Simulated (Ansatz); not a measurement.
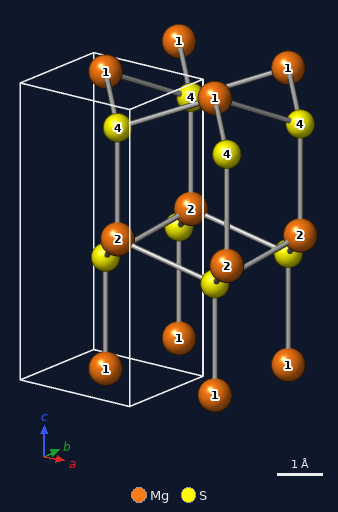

Starting structure of a crystal of MgS (a generated structure, set up in P6_3mc). The picture is a ball-and-stick view of the cell of the calculation, repeated 2 × 2 × 1 with one cell outlined, seen slightly off an axis.

Case: Al → Mg, P → S on all its sites, cell and atoms relaxed.

All numbers below come from DFT PBE, scalar-relativistic, plane waves, PAW in Ansatz.

Input
```yaml
crystal:
  lattice:
    - [4.0877244276, 0.0, 0.0]
    - [-2.0438622138, 3.5400731979, 0.0]
    - [0.0, 0.0, 6.7092743691]
  atoms:
    - { symbol: Mg, position: [0.3333333333, 0.6666666667, 4.68389e-05] }
    - { symbol: Mg, position: [0.6666666667, 0.3333333333, 0.5000468389] }
    - { symbol: S, position: [0.3333333333, 0.6666666667, 0.3749531611] }
    - { symbol: S, position: [0.6666666667, 0.3333333333, 0.8749531611] }
basis:
  ecutwfc: 420
kpoints:
  mp_grid: { grid: [6, 6, 4] }
hamiltonian:
  xc: pbe
scf:
  occupations: { method: gaussian, width: 0.02 }
output:
  forces: true
  stress: true
  eigenvalues: true
relax:
  adjacent_minimum: "off"
  f_tol: 0.01
  max_steps: 60
  cell: { stress_tol: 0.1 }
```

Command:
```bash
ansatz run input.yaml --threads 1 --pin off --max-ram 2560MiB --backend cpu --events-out ev --progress --plain --runs-dir out
```

### What does the optimiser find from here?

The energy falls by 10.6 meV per atom in 3 accepted moves (4 points after the start). The largest force component goes from 0.033 to 0.0023 eV/Å. The pressure goes from −2.44 to 0.02 GPa. At 1 point the geometry stayed and the basis and grid were re-selected for the new cell (energy shift of less than 0.05 meV per atom at most each time). The largest moves relative to the cell, 0.019 Å, are those of Mg1, Mg2, S3 and S4. S3 goes along +c. Largest moves by element: S 0.019 Å, Mg 0.019 Å. The drawn cell changes as follows: a = b 4.088 → 4.053 Å (−0.9 %), c 6.709 → 6.494 Å (−3.2 %); the volume changes by −4.8 %. Near-neighbour distances that change, for instance: Mg1–S3 2.515 → 2.473 Å, Mg1–S4 2.505 → 2.465 Å. The space group stays P6_3mc (No. 186). The run took 8.4 s on 1 thread of Intel(R) Xeon(R) 6975P-C (Granite Rapids), with other jobs on the host, peak memory 0.43 GiB.

Step by step:

| step | E − E(0), meV/atom | largest force component, eV/Å | pressure, GPa | volume, Å³/atom | note |
| --- | --- | --- | --- | --- | --- |
| 0 | 0.00 | 0.0334 | -2.44 | 24.272 |  |
| 1 | -9.92 | 0.0234 | -0.58 | 23.361 |  |
| 2 | -10.60 | 0.0134 | 0.06 | 23.083 |  |
| 3 | -10.62 | 0.0023 | 0.02 | 23.097 |  |
| 4 | -10.59 | 0.0023 | 0.02 | 23.097 | same geometry, new basis |

After the run, drawn alike:

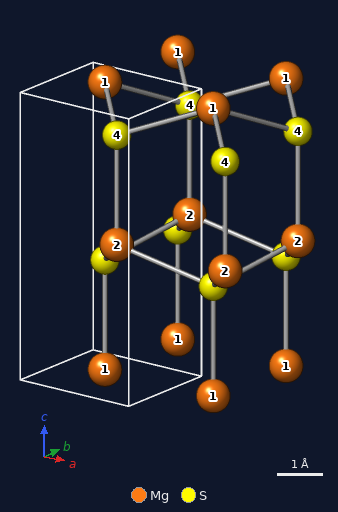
